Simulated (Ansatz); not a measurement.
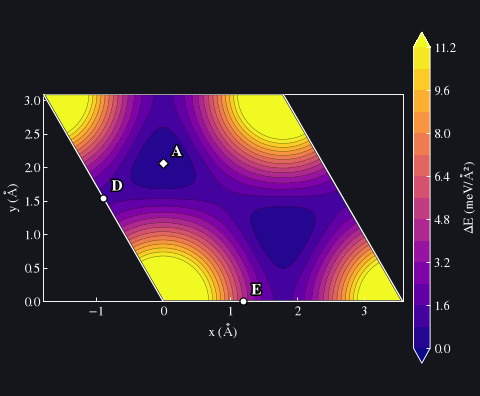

A bilayer of two As sheets, the upper one turned by 180 degrees about the normal (4 atoms in the cell). 
- The upper layer of a bilayer is slid over the lower one; relaxed at each slide: nothing; the origin of the map has As3 above As2; the distance between the facing planes is held at 3.27 Å.
- Places are given modulo a cell vector. The map is drawn in real space over the plane of the slide.
- Grid: 6 × 6 points; 7 points were computed and 29 follow by symmetry.
- Energies are in meV/Å², from the lowest grid point.
- At a held distance the lowest stacking need not be the one that binds best once the distance relaxes.
- Level of theory: Ansatz 0.2.0, DFT PBE+D3(BJ), scalar-relativistic, plane waves, PAW. Settings: cutoff 420 eV, k-mesh 9×9×1, gaussian smearing 0.05 eV, no spin polarisation.

In the figure: filled contours, the outline of one cell of the plane, one colour for all values above the top of the scale, lettered points. Between grid points the surface is interpolated.

Rank the lettered points by energy, lowest first.

Answer. A (0.0 meV/Å²), D (1.4 meV/Å²), E (4.7 meV/Å²).
